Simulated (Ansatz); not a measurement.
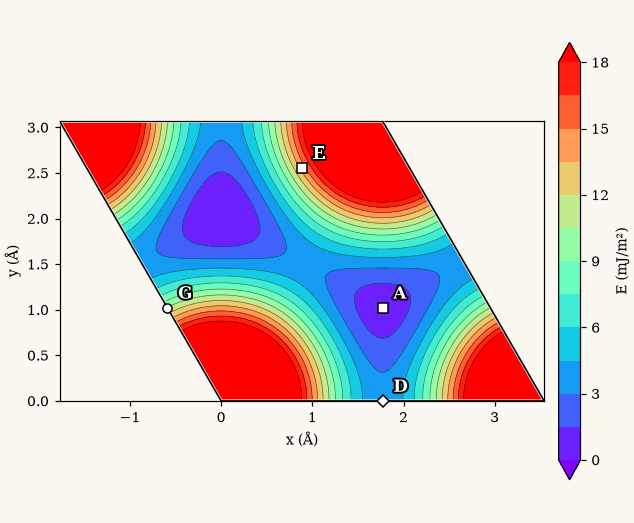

A bilayer of two PtS₂ sheets (1T type) (6 atoms in the cell). The upper layer of a bilayer is slid over the lower one; relaxed at each slide: nothing; the origin of the map has S4 above S3; the distance between the facing planes is held at 3.69 Å. Places are given modulo a cell vector. The map is drawn in real space over the plane of the slide. The grid has 6 × 6 points; 10 points were computed and 26 follow by symmetry. Energies: mJ/m², counted from the lowest grid point. At a held distance the lowest stacking need not be the one that binds best once the distance relaxes. Theory: Ansatz, DFT PBE+D3(BJ), scalar-relativistic, plane waves, PAW. Settings: cutoff 420 eV, k-mesh 9×9×1, gaussian smearing 0.05 eV, no spin polarisation.

Drawn: filled contours, the outline of one cell of the plane, one colour for all values above the top of the scale, lettered points. Between grid points the surface is interpolated.

What kind of point is each of A, D, E, G: minimum, saddle, maximum or slope?

A: minimum; D: saddle point; E: on a slope; G: on a slope. (In these two coordinates alone; a stationary point may lie a little off the grid point.)

Rank the lettered points by energy, lowest first.

A (0.7 mJ/m²), D (3.4 mJ/m²), G (10.5 mJ/m²), E (14.1 mJ/m²).

PAW datasets: the set soft_1.
